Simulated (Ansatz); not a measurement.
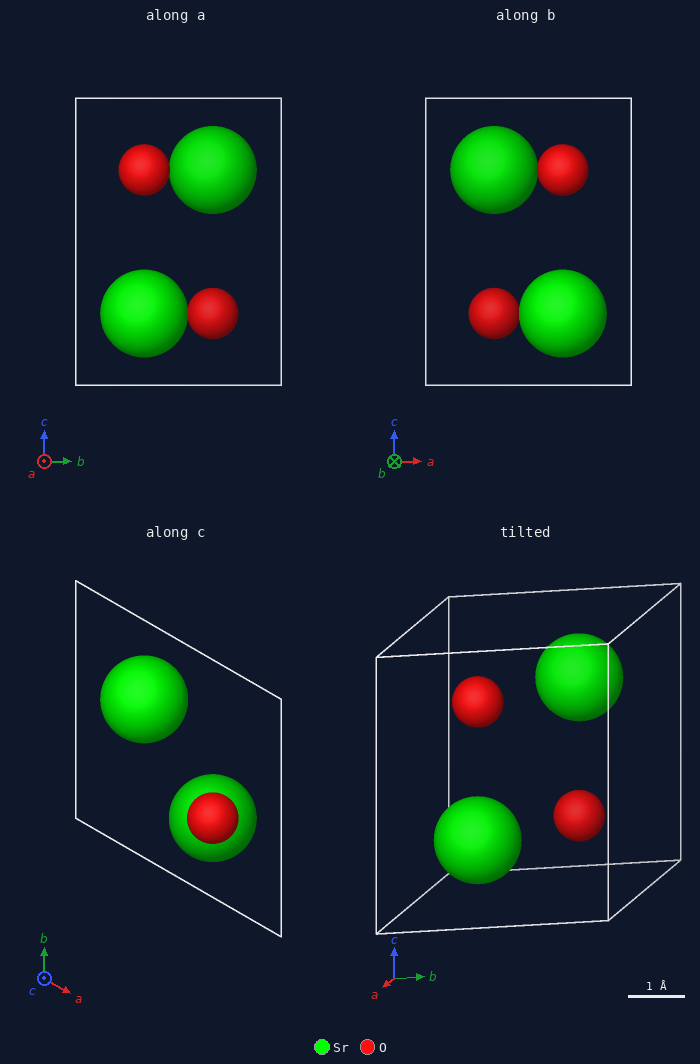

The figure gives a spheres-only picture of the atoms, viewed along the a axis, along the b axis, along the c axis and slightly off an axis. The conventional unit cell is outlined; an atom on or near a face, edge or corner is repeated at each equivalent position.

Lattice parameters: a = 4.290 Å, b = 4.290 Å, c = 5.185 Å, α = 90.00°, β = 90.00°, γ = 120.00°. Put a along x and b in the xy plane.

> Record the structure as a POSCAR file.

```
Sr O
1.0
     4.290    0.000    0.000
    -2.145    3.715    0.000
     0.000    0.000    5.185
Sr O
2 2
Direct
  0.3333 0.6667 0.7500
  0.6667 0.3333 0.2500
  0.3333 0.6667 0.2500
  0.6667 0.3333 0.7500
```

It derives from a structure type filled with these elements by a generator (whether the compound takes this form wasn't checked). The structure drawn was relaxed with DFT, PBE, plane waves, PAW (Ansatz).
